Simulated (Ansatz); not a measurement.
## GaN (P6_3mc): a many-body input that goes wrong, and its mend

Aim: the G0W0 gap of GaN (P6_3mc). The first input has a fault.

Program: Ansatz 0.2.0. Level of theory: G0W0 on PBE, plane waves, PAW. Results are calculated unless marked as measured.

The database entry behind the starting cell has ideal inner coordinates that were not refined, so it need not match the best structure at ambient conditions.

## Step 1: Starting point

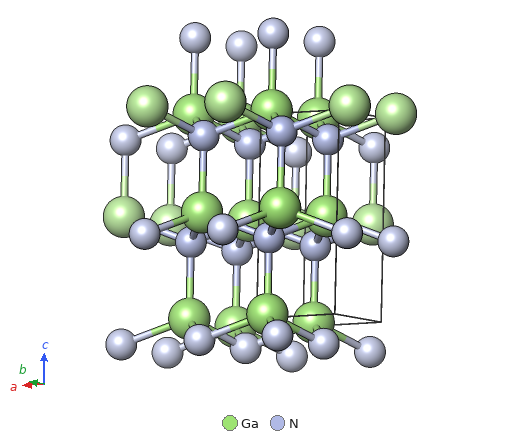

The starting structure, seen from a free direction (gallium green, nitrogen light blue). 2×2×1 cells are drawn. Some periodic images of atoms are drawn too.

Coordinates:

```cif
data_structure
_symmetry_space_group_name_H-M 'P 1'
_symmetry_Int_Tables_number 1
_cell_length_a 3.1900
_cell_length_b 3.1900
_cell_length_c 5.1890
_cell_angle_alpha 90.000
_cell_angle_beta 90.000
_cell_angle_gamma 120.000
_cell_volume 45.73
loop_
_atom_site_label
_atom_site_type_symbol
_atom_site_fract_x
_atom_site_fract_y
_atom_site_fract_z
_atom_site_occupancy
Ga1 Ga 0.66667 0.33333 0.00000 1
Ga2 Ga 0.33333 0.66667 0.50000 1
N3 N 0.66667 0.33333 0.37500 1
N4 N 0.33333 0.66667 0.87500 1
```

The cell and positions come from the Crystallography Open Database and are kept as given unless a step says otherwise. The default PAW set here is soft_1. Its files were made with PBE.

## Step 2: First try

input.yaml reads:

```yaml
crystal:
  lattice:
    - [3.19, 0.0, 0.0]
    - [-1.595, 2.7626210381, 0.0]
    - [0.0, 0.0, 5.189]
  atoms:
    - { symbol: Ga, position: [0.6666666667, 0.3333333333, 0.0] }
    - { symbol: Ga, position: [0.3333333333, 0.6666666667, 0.5] }
    - { symbol: "N", position: [0.6666666667, 0.3333333333, 0.375] }
    - { symbol: "N", position: [0.3333333333, 0.6666666667, 0.875] }
kpoints:
  mp_grid: { grid: [6, 6, 2] }
hamiltonian:
  xc: pbe
  pseudopotentials: { kind: paw, azcp: { folder: "./paw" } }
scf:
  occupations: { method: fixed }
gw:
  n_empty_bands: 74
  ecut_chi: 10
  qp_bands: [v2, c2]
  qp_kpoints: band_edges
  screening: { model: contour_deformation }
```

On the command line:

```bash
ansatz run input.yaml --threads 3 --pin off --max-ram 92160MiB --backend cuda --events-out ev --progress --plain --runs-dir out --devices 1 --max-vram 13GiB
```

Numbers of over 12 decimals in the logs are rounded to 6 here.

The log of the run:

```text
GPUs: using 1 of 1 available (devices: 1).
Engine: ansatz 0.2.0, x86_64-unknown-linux-gnu
Pseudopotentials: kind: paw
Pseudopotential: Ga, paw, valence charge 13, recommended cutoff 420 eV (normal), <dir>
Pseudopotential: N, paw, valence charge 5, recommended cutoff 420 eV (normal), <dir>
Functional definition: PBE
  parameter kappa = 0.804
  parameter beta = 0.066725
  exchange = pbe_x(kappa = kappa, mu = beta*pi^2/3)
  correlation = pbe_c(beta = beta)
device memory: the entry about to start is reckoned to put 0.6 GiB on a device that reports 62.5 GiB free (of which the cap on the GPU budget leaves the run 13.0 GiB)
GPU FFT provider: cuFFT
GPU libraries: cuBLAS 13.8.2, cuFFT 12.4.0, cuSOLVER 12.3.4
Crystal: 4 atoms, lattice volume = 45.729 Å³
Basis set: ecut = 420 eV, 917 PW (Γ)
Bands: 22, of which v1, the nominal top of the filled ones, is band 18 counted from 1 (17 counted from 0)
Symmetry: 12 space group operations
Space group: P63mc (ITA 186), of the structure as read, at distance tolerance 3.6e-5 Å
k-points: 14 of 72
Non-local potential: Ga, projectors of the file, l = 0: 2, l = 1: 2, l = 2: 3, l = 3: 1
Non-local potential: N, projectors of the file, l = 0: 2, l = 1: 2, l = 2: 1
PAW form: soft (Blöchl's): semilocal exchange-correlation on the pseudo side does not see the compensation charge
PAW one-centre angular grid: Ga, 590 points (default); XC on 64 Gauss nodes
PAW one-centre angular grid: N, 110 points (default); XC on 64 Gauss nodes
Initial density: superposition of atomic densities (chi_scale 0.1, normalization cell, long waves kept (reshape's long-wave potential 0.00 eV rms))
Initial wavefunctions: pseudopotential atomic-orbital guess
GPU buffer pool allocated for 20736 grid points (all kernels)
GPU transforms: local potential and band sums: pruned to the plane-wave sphere, on 24×24×36
Functional: x = pbe(κ = 0.804, μ = 0.219515), c = pbe(β = 0.066725)
SCF iter   1: F=—  HF=-8337.202396 eV  |F-HF|=—  |Δ(HF+E_count)|=         —  Δρ=1.13e-1  dr2=5.09e0  ethr=3.10e-3  ⟨swp⟩=4.0  Hψ=1117  notcnv=0  defer=5
preconditioner: auto → Resta (q_TF=auto, 2.622 Å⁻¹)  ε∞=4.8  [insulator: Δε(μ)=2.712 eV  Ē_g=16.854 eV  n_scr=22 (ndim 8)  ℏωp=32.9 eV  f_vac=0.000  ε∞_Penn≈4.8]
SCF iter   2: F=—  HF=-8335.918612 eV  |F-HF|=—  |Δ(HF+E_count)|=    1.28e0  Δρ=4.69e-2  dr2=5.38e-1  ethr=3.10e-3  ⟨swp⟩=2.0  Hψ=716  notcnv=0  defer=14
SCF iter   3: F=—  HF=-8335.833379 eV  |F-HF|=—  |Δ(HF+E_count)|=   8.52e-2  Δρ=1.84e-2  dr2=1.12e-1  ethr=1.50e-3  ⟨swp⟩=2.0  Hψ=449  notcnv=0  defer=27
SCF iter   4: F=—  HF=-8335.820403 eV  |F-HF|=—  |Δ(HF+E_count)|=   1.30e-2  Δρ=3.23e-3  dr2=5.89e-3  ethr=3.10e-4  ⟨swp⟩=3.0  Hψ=587  notcnv=0  defer=27
SCF iter   5: F=—  HF=-8335.819087 eV  |F-HF|=—  |Δ(HF+E_count)|=   1.32e-3  Δρ=2.80e-3  dr2=2.13e-3  ethr=1.64e-5  ⟨swp⟩=2.0  Hψ=587  notcnv=0  defer=27
SCF iter   6: F=—  HF=-8335.820488 eV  |F-HF|=—  |Δ(HF+E_count)|=   1.40e-3  Δρ=7.62e-4  dr2=2.06e-4  ethr=5.91e-6  ⟨swp⟩=2.9  Hψ=589  notcnv=0  defer=27
SCF iter   7: F=—  HF=-8335.820664 eV  |F-HF|=—  |Δ(HF+E_count)|=   1.76e-4  Δρ=1.30e-4  dr2=8.73e-6  ethr=5.72e-7  ⟨swp⟩=2.0  Hψ=570  notcnv=0  defer=25
SCF iter   8: F=—  HF=-8335.820674 eV  |F-HF|=—  |Δ(HF+E_count)|=   1.04e-5  Δρ=1.81e-5  dr2=1.23e-7  ethr=2.43e-8  ⟨swp⟩=2.0  Hψ=560  notcnv=0
SCF iter   9: F=-8335.820674 eV  HF=-8335.820674 eV  |F-HF|=3.02e-9  |Δ(HF+E_count)|=   1.96e-7  Δρ=2.62e-6  dr2=3.40e-9  ethr=2.78e-10  ⟨swp⟩=4.1  Hψ=983  notcnv=0
SCF 1 converged in 9 iterations: F = -8335.820674 eV  dr2 = 3.40e-9
[...]
device memory: the entry about to start is reckoned to put 0.6 GiB on a device that reports 63.6 GiB free (of which the cap on the GPU budget leaves the run 13.0 GiB)
NSCF: frozen V_eff on 14 k-points, pencils in batches of 32, up to order 88
[...]
device memory: the entry about to start is reckoned to put 1.9 GiB on a device that reports 68.0 GiB free (of which the cap on the GPU budget leaves the run 13.0 GiB)
NSCF: frozen V_eff on 14 k-points
G₀W₀ screening: q 1/14
[... further progress lines ...]
SCF converged after 9 iterations
Free energy (F): -8335.820674 eV
Harris-Foulkes:  -8335.820674 eV  (|F-HF|=3.02e-9)
Internal energy: -8335.820674 eV  (E = F + TS)
E sigma→0 (E₀):  -8335.820674 eV
Fermi energy:    9.678907 eV
--- Per-component energies (eV) ---
  E_band       = -10.882331
  E_kinetic    = 481.916153
  E_local      = -2834.643260  (includes V_loc(G=0)·N_el)
  E_nonlocal   = -109.329109
  E_hartree    = 1792.828359
  E_xc         = -244.706908
  E_vxc        = -261.983021  (∫ρ·V_xc dr)
  E_paw        = -4249.378871  (= ΣΔE_a)
  E_vpaw       = -872.502331  (= ΣTr[D̂ρ^β])
  E_aug_tail   = 0.001510  (compensation charges beyond the density's cutoff)
  E_ewald      = -3172.508547
  E_smearing   = -0.000000  (= −TS)
  E_closure    = 0.000000  (closes the sum)
  Σ components = -8335.820674   (vs F -8335.820674, Δ=0.00e0)
--- Band table (eV; the first three rows and the last of 14) ---
  k-point 0: bands = [... 14 lower, 8.6349, 9.6160, 9.6789, 9.6789, 11.5704, 13.9220, 18.8640, 19.5626]
  k-point 1: bands = [... 14 lower, 9.1437, 9.1437, 9.1437, 9.1437, 13.9053, 13.9053, 18.1605, 18.1605]
  k-point 2: bands = [... 14 lower, 7.9549, 8.1295, 9.3300, 9.4422, 13.0963, 15.1983, 17.8213, 18.5923]
  k-point 13: bands = [... 14 lower, 5.5082, 5.5082, 8.1876, 8.1876, 16.0951, 16.0951, 16.9770, 16.9770]
--- G₀W₀: contour deformation, 6 samples at zero and on the imaginary axis and 1 off it, 72 q-points, 74 empty bands' worth ---
  eigenvalues of the whole cell's RPA ε∞ on this k-mesh (on a slab, of 1 + 4πα/V) = 6.8593, 6.8593, 6.9424; static W/v taken at q = 0 is 0.144810
  bands read: the sum over 92 bands ends inside a degenerate multiplet in 2 slots, whose members it reads at an even weight; the widest, k=1: bands 91 to 94 (counted from 1) at 2/4 each
  gw.qp_kpoints: band_edges: 11 of 14 stored k-points solved, in 1 pass; an edge of the gap read off the rows below is read off those points alone
    valence top: of the k-points left out ik 8 came nearest to being solved in a further pass, in band 18 (counted from 1, as in the quasiparticle table): it holds the edge there only if its correction is more favourable than any solved in that band by at least 0.922 eV; those differ by 0.262 eV
    conduction bottom: of the k-points left out ik 8 came nearest to being solved in a further pass, in band 19 (counted from 1, as in the quasiparticle table): it holds the edge there only if its correction is more favourable than any solved in that band by at least 2.684 eV; those differ by 0.718 eV
  `?` marks the rows in doubt; gw_qp.tsv's column doubts and the gw_qp event give each row's grounds
    ik  band        ε_KS         Σx   Σc(E_QP)       V_xc       Z   E_QP_lin       E_QP  E_QP is
     0    17      9.6789   -23.8131     3.0742   -20.2301  0.8287     9.1658     9.1701  root
     0    18      9.6789   -23.8131     3.0742   -20.2301  0.8287     9.1658     9.1701  root
     0    19     11.5704   -11.4702    -3.2163   -15.7692  0.8368    12.6775    12.6532  root
     0    20     13.9220   -10.2044    -3.6572   -15.2908  0.8360    15.4127    15.3513  root
     1    17      9.1437   -23.3665     3.2424   -19.5598  0.8259     8.5737     8.5793  root
     1    18      9.1437   -23.3665     3.2424   -19.5598  0.8259     8.5737     8.5793  root
     1    19     13.9053   -10.8781    -3.6401   -15.8900  0.8308    15.3308    15.2770  root
     1    20     13.9053   -10.8781    -3.6401   -15.8900  0.8308    15.3308    15.2770  root
     2    17      9.3300   -23.5168     3.2648   -19.7140  0.8254     8.7868     8.7920  root
     2    18      9.4422   -23.5878     3.1568   -19.9045  0.8272     8.9109     8.9156  root
     2    19     13.0963   -11.9465    -3.2827   -16.4416  0.8307    14.3436    14.3086  root
     2    20     15.1983   -10.4677    -3.8816   -15.9036  0.8290    16.8439    16.7527  root ?
     3    17      8.7514   -22.9629     3.3277   -19.0416  0.8234     8.1515     8.1579  root
     3    18      8.7514   -22.9629     3.3277   -19.0416  0.8234     8.1515     8.1579  root
     3    19     14.8078   -10.7651    -3.8640   -16.0487  0.8245    16.2913    16.2274  root
[...]
12    20     17.4607   -11.2814    -4.3829   -17.9134  0.8086    19.6557    19.7098  root
    13    17      8.1876   -22.3440     3.5110   -18.2410  0.8188     7.5889     7.5956  root
    13    18      8.1876   -22.3440     3.5110   -18.2410  0.8188     7.5889     7.5956  root
    13    19     16.0951    -9.4770    -4.0379   -14.9799  0.8272    17.6331    17.5600  root
    13    20     16.0951    -9.4770    -4.0379   -14.9799  0.8272    17.6331    17.5600  root
```

Wall time 19 s (1 × NVIDIA H100 80GB HBM3 (shared by 6 runs) with 3 threads of AMD EPYC 7R13 (Zen 3), shared host); peak memory 1 GiB; 6.1 s of CPU time.

**Diagnosis.**

The run ended normally, though the input holds a fault or crude settings.

The fault: screening cutoff of 10 eV. Nearly all local fields and short-range correlation are left out.

It printed a gap of 3.48 eV, which is an artefact of the settings.

## Step 3: A better input

Now the one-shot GW correction: screening in the RPA, then the self-energy of the levels asked for.

Edit input.yaml of step 2 so:

```diff
@@ -11,3 +11,3 @@
 kpoints:
-  mp_grid: { grid: [6, 6, 2] }
+  mp_grid: { grid: [6, 6, 4] }
 hamiltonian:
@@ -18,4 +18,4 @@
 gw:
-  n_empty_bands: 74
-  ecut_chi: 10
+  n_empty_bands: 136
+  ecut_chi: 120
   qp_bands: [v2, c2]
```

The log of the run:

```text
GPUs: using 1 of 1 available (devices: 1).
[...]
GPU FFT provider: cuFFT
GPU libraries: cuBLAS 13.8.2, cuFFT 12.4.0, cuSOLVER 12.3.4
Crystal: 4 atoms, lattice volume = 45.729 Å³
Basis set: ecut = 420 eV, 917 PW (Γ)
Bands: 22, of which v1, the nominal top of the filled ones, is band 18 counted from 1 (17 counted from 0)
[... 1 set-up line as in the run before ...]
[...]
k-points: 21 of 144 (time reversal used)
[...]
GPU buffer pool allocated for 20736 grid points (all kernels)
[...]
SCF iter   1: F=—  HF=-8337.203660 eV  |F-HF|=—  |Δ(HF+E_count)|=         —  Δρ=1.13e-1  dr2=5.09e0  ethr=3.10e-3  ⟨swp⟩=4.0  Hψ=1676  notcnv=0  defer=6
[...]
SCF iter   9: F=-8335.821065 eV  HF=-8335.821065 eV  |F-HF|=3.07e-9  |Δ(HF+E_count)|=   1.97e-7  Δρ=2.62e-6  dr2=3.38e-9  ethr=2.78e-10  ⟨swp⟩=4.1  Hψ=1511  notcnv=0
SCF 1 converged in 9 iterations: F = -8335.821065 eV  dr2 = 3.38e-9
[...]
0    17      9.6804   -23.8574     3.1132   -20.2303  0.7706     9.1628     9.1665  root
     0    18      9.6804   -23.8574     3.1132   -20.2303  0.7706     9.1628     9.1665  root
     0    19     11.5708   -11.5392    -3.6230   -15.7696  0.8050    12.1822    12.1782  root
     0    20     13.9224   -10.1834    -4.3919   -15.2907  0.8105    14.6448    14.6379  root
     1    17      9.5208   -23.7219     3.1573   -20.0301  0.7702     8.9823     8.9863  root
     1    18      9.5208   -23.7219     3.1573   -20.0301  0.7702     8.9823     8.9863  root
     1    19     12.7681   -12.2078    -3.6156   -16.4935  0.7958    13.4437    13.4382  root
     1    20     14.0264   -10.1639    -4.4148   -15.3102  0.8074    14.7652    14.7578  root
[...]
20    17      8.1880   -22.2764     3.3903   -18.2403  0.7653     7.5354     7.5422  root
    20    18      8.1880   -22.2764     3.3903   -18.2403  0.7653     7.5354     7.5422  root
    20    19     16.0948    -9.5392    -4.7383   -14.9797  0.8052    16.8050    16.7970  root
    20    20     16.0948    -9.5392    -4.7383   -14.9797  0.8052    16.8050    16.7970  root
[key lines of the parts left out:]
SCF converged after 9 iterations
Free energy (F): -8335.821065 eV
Fermi energy:    9.680356 eV
```

Run time: 22 s. Hardware: 1 × NVIDIA H100 80GB HBM3 (shared by 6 runs) with 3 threads; peak memory 1.2 GiB.

Numbers from this step:

| Quantity | Value |
| --- | --- |
| bands summed | 154 |
| RPA ε∞ on this mesh (eigenvalues) | 5.991, 6.035, 6.035 |
| plane waves in the screening matrix | 135 |
| q-points in the mesh | 144 |
| G0W0 gap on the mesh | 3.012 eV |
| k of the valence top | 0, 0, 0 |
| k of the conduction bottom | 0, 0, 0 |
| starting gap on the mesh | 1.890 eV |
| Z at the valence top | 0.7706 |
| Z at the conduction bottom | 0.8050 |
| least direct G0W0 gap on the computed points | 3.012 eV |

The gap on the mesh goes from 1.89 eV to 3.01 eV, a correction of +1.12 eV. Between the two edge states, bare exchange in place of the xc potential would open the gap by 7.86 eV, and correlation takes back 6.74 eV.

## Step 4: Outcome

| Item | Value |
| --- | --- |
| first try | converged after 19 s |
| better run | G0W0 gap on the mesh 3.01 eV (6×6×4 mesh, 136 empty bands, screening to 120 eV) |

In words: The second run differs in: mesh, empty bands and screening cutoff (eV). Bands and cutoff are finite, so the gap is not at the basis limit. The miss can reach some tenths of an eV and take either sign; the mesh is an error of its own. The many-body steps are scalar-relativistic: spin-orbit coupling is not in them.

[Paths, hosts, dates, memory and timing lines, banners, echoed tables and standing remarks are left out of the program output.]

[Logs are printed without paths, hosts, clocks, repeated set-up lines and the standing remarks that a program may print on its own settings, such as how far it seeks lower states.]

[Runs of the session that timed out or met a known fault of the program may be left out.]

[Cells called generated may have been cut or substituted from an entry of the Crystallography Open Database or the Materials Project.]

[Hosts, paths, dates, database ids (printed as entryN), source tags and the programs' standing remarks are cut or masked in the printed files.]
